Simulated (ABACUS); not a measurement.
# Energy of NiSi along an even scaling of the cell

System: NiSi (Pmmn, 4 atoms in the cell).
Method: Kohn-Sham DFT of a periodic cell, PBEsol, PseudoDojo NC SR 0.4.1 PBEsol standard, spin-polarised (ABACUS 3.10.1).

The 7 runs differ only in the geometry, by an even scaling of the cell at fixed fractional positions. The structure derives from a Materials Project entry.

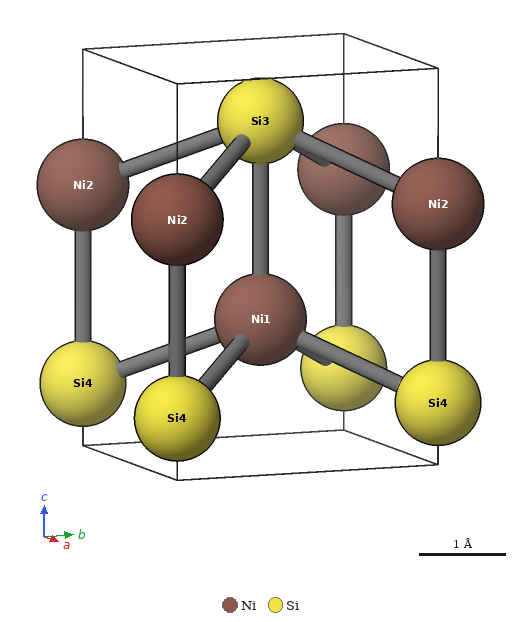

Figure 1. The structure of run 4 (ball-and-stick view of the cell of the calculation, seen slightly off an axis; atoms are numbered from 1 in the order of the input). An atom can appear more than once, as a periodic image.

### Input of run 4
```
INPUT_PARAMETERS
suffix              SiNi
calculation         scf
basis_type          pw
pseudo_dir          ./
symmetry            1
dft_functional      pbesol
ecutwfc             98
pseudo_rcut         7
nspin               2
nbands              28
ks_solver           dav
smearing_method     fd
smearing_sigma      0.00367493
scf_thr             1e-08
scf_nmax            100
mixing_type         broyden
mixing_beta         0.4
cal_force           1
cal_stress          1
kpar                4
```

### File STRU of run 4
```
ATOMIC_SPECIES
Ni 58.6934 Ni.upf
Si 28.0850 Si.upf

LATTICE_CONSTANT
1.8897261246

LATTICE_VECTORS
2.9427706600 0.0000000000 0.0000000000
0.0000000000 3.2803255400 0.0000000000
0.0000000000 0.0000000000 4.6774467600

ATOMIC_POSITIONS
Direct

Ni
0.0
2
0.5000000000 0.5000000000 0.3424955900 1 1 1 mag 1
0.0000000000 0.0000000000 0.6575044100 1 1 1 mag 1

Si
0.0
2
0.5000000000 0.5000000000 0.8431431600 1 1 1 mag 0
0.0000000000 0.0000000000 0.1568568400 1 1 1 mag 0
```

### File KPT of run 4
```
K_POINTS
0
Gamma
9 8 6 0 0 0
```

Command:
```bash
OMP_NUM_THREADS=1 mpirun -np 4 abacus > log
```

Run 6 differs from it as follows:
```diff
-2.9427706600 0.0000000000 0.0000000000
-0.0000000000 3.2803255400 0.0000000000
-0.0000000000 0.0000000000 4.6774467600
+2.9814957675 0.0000000000 0.0000000000
+0.0000000000 3.3234926684 0.0000000000
+0.0000000000 0.0000000000 4.7389991708
```

### Results, with one run withheld

```csv
run,volume per atom (Å³),"free energy per atom, from the lowest run given (meV)",pressure (GPa)
1,10.611,29.26,14.50
2,10.837,12.63,9.17
3,11.062,3.13,4.38
4,11.288,0.00,0.11
5,11.514,2.58,−3.71
6,11.740,?,?
7,11.965,22.48,−10.16
```

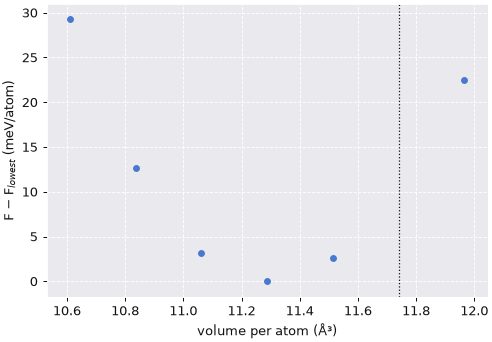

Figure 2. Free energy per atom of the runs given; the dotted line marks run 6.

What should run 6 give?

A cubic polynomial in V^(−2/3) (the Birch–Murnaghan form), fitted to the 6 runs given, misses them by at most 0.01 meV per atom. With x = V^(−2/3) − 0.19979 Å⁻², it reads F = 0.53049 + 931.48 x + 4.0729e+05 x² + 5.5909e+05 x³ (meV per atom). At run 6 it gives 10.27 meV per atom, and the run itself gives 10.25. The slope of the fit gives a pressure −dF/dV of −7.14 GPa there, and the run prints −7.12 GPa. The fit has its minimum at 11.295 Å³ per atom, where V d²F/dV² gives 202 GPa. Cell shape and fractional positions are held, so this is the stiffness under even scaling; the relaxed bulk modulus wasn't computed.

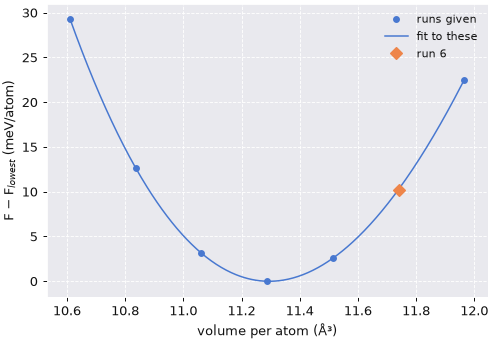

Figure 3. The fit and the withheld run.

### Some lines of the output (run 6)
```
[...]
 E_Fermi        1.1463739166         15.5972173039
 E_Fermi        1.1512384456         15.6634026170
 E_Fermi        1.1507056538         15.6561536124
 E_Fermi        1.1504424388         15.6525723886
 E_Fermi        1.1504171382         15.6522281565
 E_Fermi        1.1505020825         15.6533838835
 E_Fermi        1.1504824998         15.6531174468
 E_Fermi        1.1504591524         15.6527997896
 E_KS(sigma->0) -687.6881325450      -9356.4770495907
 E_Fermi        1.1504613378         15.6528295234
 final etot is -9356.4814627 eV
 EFERMI = 15.652829523 eV
 TOTAL-PRESSURE: -71.214623 KBAR
 !FINAL_ETOT_IS -9356.4814626976403815 eV
```
